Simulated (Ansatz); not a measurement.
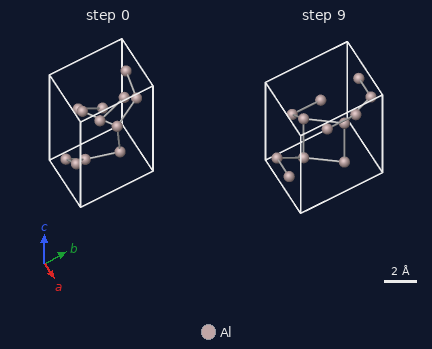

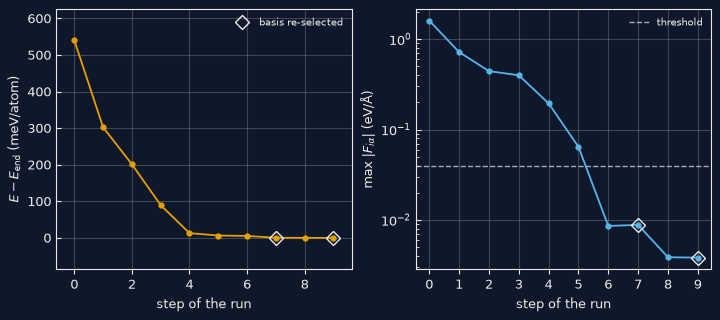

First and last geometry of a relaxation of crystalline Al (a generated structure, set up in P6_522) (coarse preliminary run), with the history of the run. Style: ball-and-stick. Shown: the cell of the calculation, from a free direction.

All numbers below come from DFT PBE, scalar-relativistic, plane waves, PAW in Ansatz. Set-up: plane-wave cutoff 420 eV; k-point mesh 3 × 3 × 4; occupations gaussian; smearing width 0.1 eV; no spin polarisation; cell and atoms relaxed; force threshold 0.04 eV/Å; at most 70 steps.

Question: Did the run converge, and what did it change?

Answer: It converged. The largest moves relative to the cell, 0.59 Å, are those of Al atoms. The volume changes by +16.6 %, with a = b 6.673 → 7.545 Å (+13.1 %), c 6.045 → 5.513 Å (−8.8 %). Near-neighbour distances that change, for instance: Al–Al 3.906 → 2.756 Å, Al–Al 2.366 → 2.756 Å, Al–Al 2.383 → 2.629 Å, Al–Al 2.466 → 2.624 Å. New bonds form: Al–Al (3.91 → 2.76 Å). Among the angles between lasting bonds that change: Al–Al–Al 98.8° → 117.9°, Al–Al–Al 108.4° → 90.0°, Al–Al–Al 133.9° → 117.9°. The space group (tolerance 0.01 Å) goes from P6_522 (No. 179) to P6_422 (No. 181). The energy falls by 540 meV per atom in 7 accepted moves (9 points after the start). Largest force component: 1.6 eV/Å at the start, 0.0038 eV/Å at the end. The pressure goes from 16.51 to 0.03 GPa. The SCF was repeated twice at an unchanged geometry on a basis and grid sized afresh for the cell, which shifted the energy by 5.0 meV per atom at most. The run took 2.2 min on 1 thread of Intel(R) Xeon(R) Processor @ 2.50GHz (Skylake/Cascade Lake), with other jobs on the host, peak memory 0.44 GiB.

```csv
step,"E − E(0), meV/atom","largest force component, eV/Å","pressure, GPa","volume, Å³/atom",note
0,0.00,1.6076,16.51,19.426,
1,-237.56,0.7216,4.12,22.346,
2,-338.81,0.4440,0.45,23.458,
3,-450.57,0.3994,-1.18,23.549,
4,-527.07,0.1953,-1.56,23.300,
5,-533.58,0.0645,0.77,22.264,
6,-534.71,0.0086,0.05,22.545,
7,-539.71,0.0088,0.26,22.545,"same geometry, new basis"
8,-539.95,0.0039,0.03,22.645,
9,-539.98,0.0038,0.03,22.645,"same geometry, new basis"
```
